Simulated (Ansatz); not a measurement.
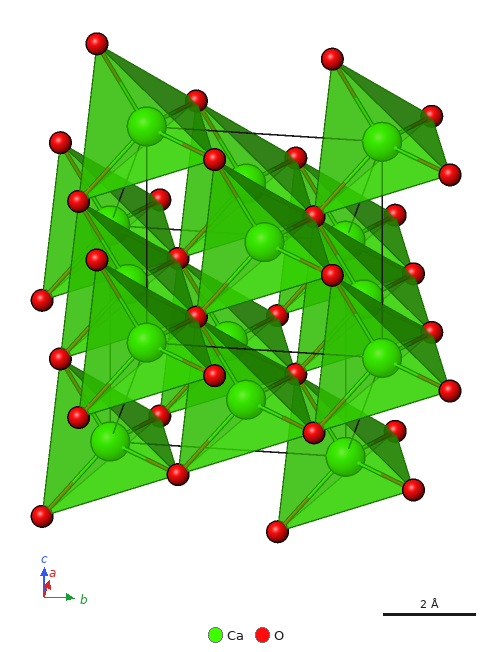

The starting point is solid CaO (built on the zincblende type). Style: polyhedral. Shown: the conventional cell (4 times the calculation's cell), from a free direction. Lengths and directions refer to the drawn axes.

Method: DFT r2SCAN, scalar-relativistic, plane waves, PAW in Ansatz. Set-up: plane-wave cutoff 500 eV; k-point mesh 8 × 8 × 8; occupations gaussian; smearing width 0.05 eV; no spin polarisation.

Change: The cell is strained by +0.4 % along [0 2 −3], −0.4 % along [3 −3 −2], −1.8 % roughly along [2 2 1] (volume −1.9 %) and atoms are displaced by 0.07 Å relative to the cell: Ca1 0.07 Å along [−1 1 3], O2 0.07 Å along [1 −1 −3]. No relaxation follows.

The input:
```yaml
crystal:
  lattice:
    - [0.0049408919, 2.6218231203, 2.608504452]
    - [2.5908627774, 0.0082516183, 2.6051937256]
    - [2.566753344, 2.5944029604, 0.0323610518]
  atoms:
    - { symbol: Ca, position: [0.011474211, -0.0190498409, 0.0116547406] }
    - { symbol: O, position: [0.238525789, 0.2690498409, 0.2383452594] }
basis:
  ecutwfc: 500
  ecutrho_ratio: 4
kpoints:
  mp_grid: { grid: [8, 8, 8] }
hamiltonian:
  xc: r2scan
scf:
  occupations: { method: gaussian, width: 0.05 }
output:
  forces: true
  stress: true
  eigenvalues: true
```

Launched with:
```bash
ansatz run input.yaml --threads 2 --pin off --max-ram 2662MiB --backend cpu --events-out ev --progress --plain --runs-dir out
```

What is the effect?

It costs 30.6 meV per atom. Pressure: 0.0 GPa before, 2.2 GPa after. The principal stresses (compression positive) are 6.7 GPa along [3 −3 −2], 0.9 GPa along [2 0 3], −0.9 GPa along [2 3 −2]. The largest forces, 0.95 eV/Å, act on Ca1 and O2; on O2 it points along [−1 1 2]. The forces point straight back along the displacements (cosine −0.98). The gap on the k-mesh goes from 3.76 to 3.75 eV. Some distances before and after: Ca–O 2.257 → 2.134 to 2.324 Å. The space group (tolerance 0.01 Å) goes from F-43m (No. 216) to P1 (No. 1).

Drawn alike, the variant:

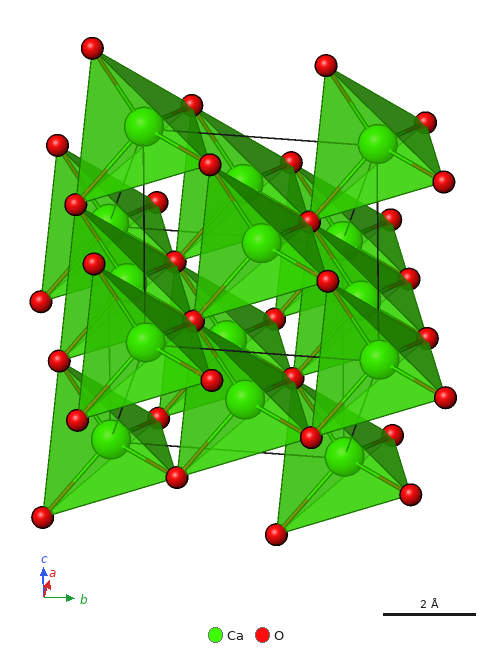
